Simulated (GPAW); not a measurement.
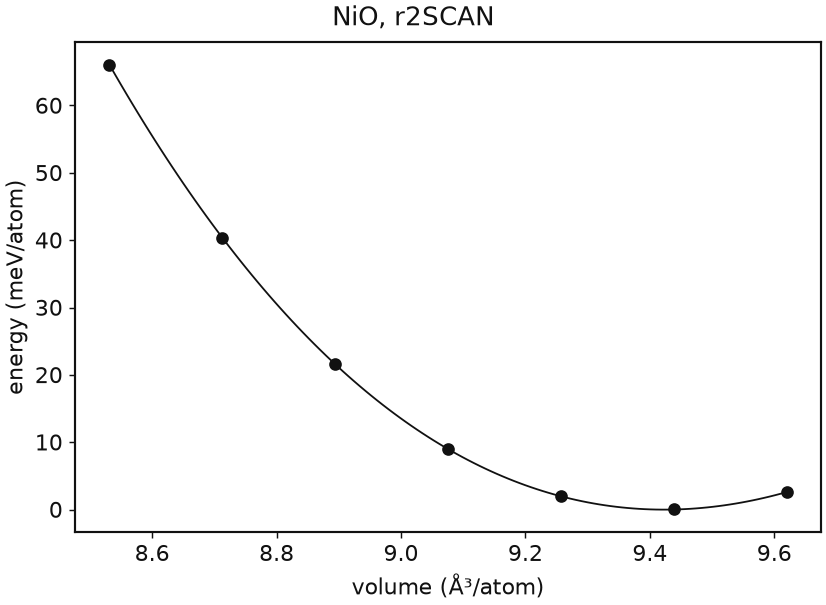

Plotted: energy against volume for NiO, space group Fm-3m (No. 225).

Structure:
```cif
data_structure
_symmetry_space_group_name_H-M 'P 1'
_symmetry_Int_Tables_number 1
_cell_length_a 2.9499
_cell_length_b 2.9499
_cell_length_c 2.9499
_cell_angle_alpha 60.000
_cell_angle_beta 60.000
_cell_angle_gamma 60.000
_cell_volume 18.15
loop_
_atom_site_label
_atom_site_type_symbol
_atom_site_fract_x
_atom_site_fract_y
_atom_site_fract_z
_atom_site_occupancy
Ni1 Ni 0.00000 0.00000 0.00000 1
O1 O 0.50000 0.50000 0.50000 1
```

Calculation (GPAW 26.7.0): PAW DFT in plane waves, on a grid or in atomic orbitals, collinear spins; energies at scaled volumes of the given cell, shape and fractions fixed, counted from the fit's minimum, third-order Birch-Murnaghan fit. Level: r2SCAN, collinear spin.

- k mesh: 9×9×9
- occupations: Fermi–Dirac
- smearing width: 0.05 eV
- potentials: GPAW PAW data sets (gpaw data 1.2.1)
- wave cutoff: 800 eV
- program settings: basis pw

From this curve and the settings, what does the calculation give for the pressure at the same points?

The pressure falls from 25.79 GPa at volume 8.5312 Å³/atom to −4.34 GPa at 9.6203 Å³/atom, and changes sign near 9.42 Å³/atom.

| volume (Å³/atom) | pressure (GPa) |
| --- | --- |
| 8.5312 | 25.79 |
| 8.7127 | 19.36 |
| 8.8942 | 13.58 |
| 9.0757 | 8.38 |
| 9.2572 | 3.69 |
| 9.4388 | −0.53 |
| 9.6203 | −4.34 |

Limits of the calculation: nickel data set pressure off other codes.
